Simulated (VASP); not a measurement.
WC: space group P-6m2 (No. 187), a = 2.907 Å, b = 2.907 Å, c = 2.837 Å, α = 90.00°, β = 90.00°, γ = 120.00°. Origin: an entry of the Crystallography Open Database, as set up for an electronic-structure calculation. Forms under 0.4 % of the area are left out. Forms are taken in the Laue class: a face and its opposite count as one form.

Question: What shape follows from the Bravais–Friedel–Donnay–Harker rule?

Answer: The forms computed, by share of the surface:

```json
{"form": "{100}", "faces": "6", "d (Å)": "2.517", "share of area (%)": "64.0"}
{"form": "{001}", "faces": "2", "d (Å)": "2.837", "share of area (%)": "36.0"}
```

The crystal is roughly equant (blocky). Widths along a, b and c stand as 1.00 : 1.00 : 0.77.

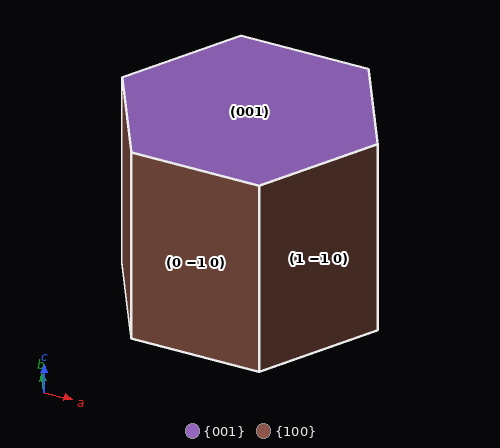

The computed shape, faces indexed. The rule is geometric and ignores bonding and growth conditions.
